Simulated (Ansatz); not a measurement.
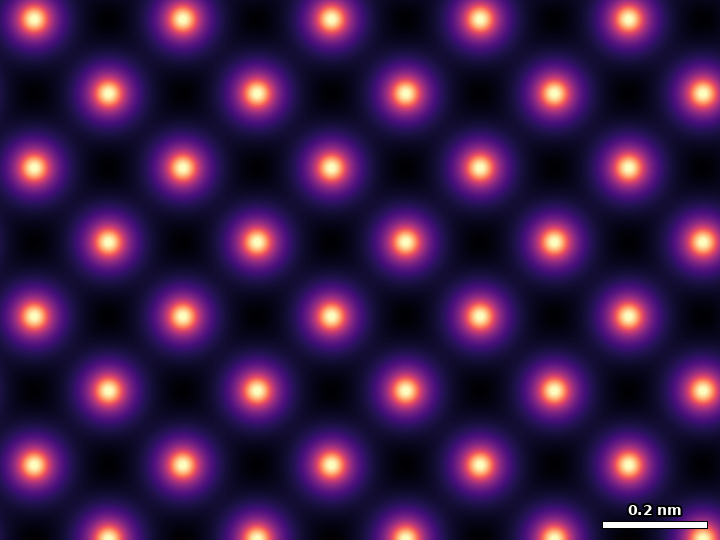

Map of the projected electrostatic potential of a crystal. Computed as the sum of neutral-atom potentials (tabulated electron scattering factors, B = 0.5 Å²) projected along the beam and smoothed by 0.25 Å; brighter is more positive. The display is stretched by a gamma of 0.6; percentages refer to the linear signal.

### What two-dimensional lattice does the image show, and how large is its cell?

The pattern repeats on a square net with a repeat of 2.0 Å.

### What is the plane group of the image?

p4mm: fourfold points with mirror lines through them along the axes and the diagonals.

### How many columns does the smallest repeating cell hold, and how many levels of brightness?

1 column in the primitive cell of 4.2 Å², all of one brightness.

The crystal is Pt (Fd-3m, No. 227) seen along [001]. Structure: the geometry relaxed with DFT, PBE, plane waves (420 eV) with PAW, scalar-relativistic (Ansatz 0.2.0); the starting structure was generated, so it need not be a known form of this composition.
